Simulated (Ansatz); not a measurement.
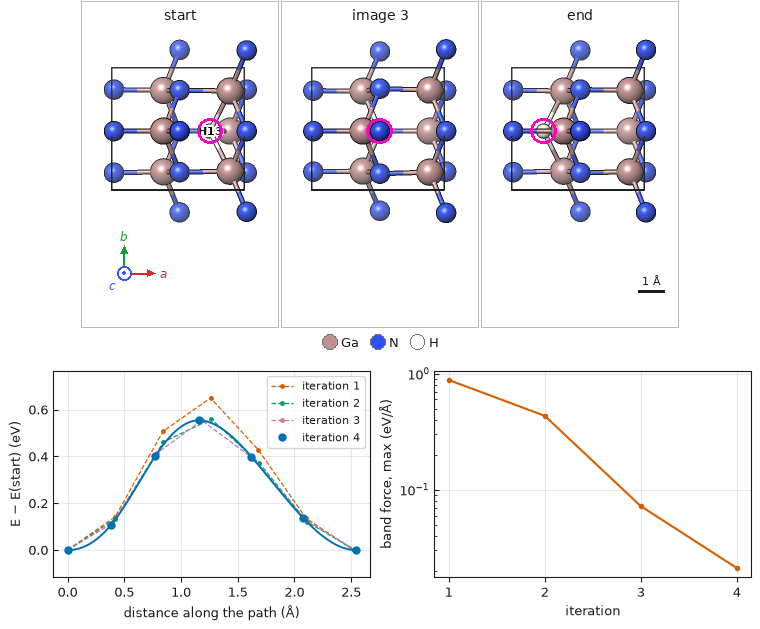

NEB run on a defect cell of composition Ga6HN6 (13 atoms in the cell). Images are numbered from 0 (start) to 6 (end). The plot follows the band through its iterations. Style: ball-and-stick. Shown: the simulation cell (origin moved), along the c axis. The moving atom is ringed, with any periodic copies. Bonds to atoms that aren't drawn are left out.

Level of theory: DFT PBE, scalar-relativistic, plane waves, PAW (Ansatz).

The input:
```yaml
crystal:
  lattice:
    - [0.0, 0.0, -5.2431684262]
    - [4.827556226, 2.7871908866, 0.0]
    - [1.0e-10, -5.5743817732, 0.0]
  atoms:
    - { symbol: Ga, position: [0.5004114357, 0.6671323907, 0.6671318433] }
    - { symbol: Ga, position: [0.5004113023, 0.3328651033, -9.111e-07] }
    - { symbol: Ga, position: [0.5004108535, 0.9999995852, 0.3328683391] }
    - { symbol: Ga, position: [0.0013211837, 0.3280059442, 0.3280069876] }
    - { symbol: Ga, position: [0.0013188348, 3.77e-07, 0.6719996756] }
    - { symbol: Ga, position: [0.0013229145, 0.671995921, 9.111e-07] }
    - { symbol: "N", position: [0.1273787543, 0.659904809, 0.6599057975] }
    - { symbol: "N", position: [0.1273802703, 0.3400972818, 1.9251e-06] }
    - { symbol: "N", position: [0.1273790367, 1.0000011718, 0.3401013279] }
    - { symbol: "N", position: [0.621728285, 0.3354722177, 0.3354714731] }
    - { symbol: "N", position: [0.6217304425, -3.77e-07, 0.6645282447] }
    - { symbol: "N", position: [0.6217306295, 0.6645278778, -1.166e-06] }
    - { symbol: H, position: [0.8498261469, 8.9024e-06, 7.0251e-06], spin: 0.38 }
basis:
  ecutwfc: 420
  xc_grid: 2
kpoints:
  mp_grid: { grid: [3, 3, 3], shift: [0.0, 0.0, 0.0] }
hamiltonian:
  xc: pbe
scf:
  occupations: { method: gaussian, width: 0.02 }
output:
  forces: true
magnetization:
  spin_polarized: true
neb:
  images: 5
  f_tol: 0.05
  max_iterations: 70
  order_check: false
  final_atoms:
    - { symbol: Ga, position: [0.5013229145, 0.6719950099, 0.671995921] }
    - { symbol: Ga, position: [0.5013188348, 0.3280007013, 3.77e-07] }
    - { symbol: Ga, position: [0.5013211837, 0.9999989567, 0.3280059442] }
    - { symbol: Ga, position: [0.0004113023, 0.3328660144, 0.3328651033] }
    - { symbol: Ga, position: [0.0004114357, 5.474e-07, 0.6671323907] }
    - { symbol: Ga, position: [0.0004108535, 0.6671312461, -4.148e-07] }
    - { symbol: "N", position: [0.1217306295, 0.6645290438, 0.6645278778] }
    - { symbol: "N", position: [0.1217304425, 0.3354713783, -3.77e-07] }
    - { symbol: "N", position: [0.121728285, 1.0000007445, 0.3354722177] }
    - { symbol: "N", position: [0.6273802703, 0.3400953568, 0.3400972818] }
    - { symbol: "N", position: [0.6273787543, -9.885e-07, 0.659904809] }
    - { symbol: "N", position: [0.6273790367, 0.6598998439, 1.1718e-06] }
    - { symbol: H, position: [0.3498261469, 1.8773e-06, 8.9024e-06] }
```

Launched with:
```bash
ansatz run input.yaml --threads 4 --pin off --max-ram 10240MiB --backend cpu --events-out ev --progress --plain --runs-dir out
```

**Judge this run.**

The run is converged, with reservations. The band converged in 4 iterations. The largest component of the band force went from 0.88 to 0.021 eV/Å. The climbing image converged on the top of the path. Its curvatures weren't checked. The first iteration put the highest image at 0.65 eV. The two ends have the same energy, and the highest point, image 3, lies 0.55 eV above the start.

Limits of the set-up: the k-point mesh is coarse for a cell with partly filled bands; the periodic images lie only 5.2 Å apart, so the values are limited by the cell's size.

The run took 6 min on 4 threads of Arm Neoverse V1 (shared host), peak memory 1.6 GiB.
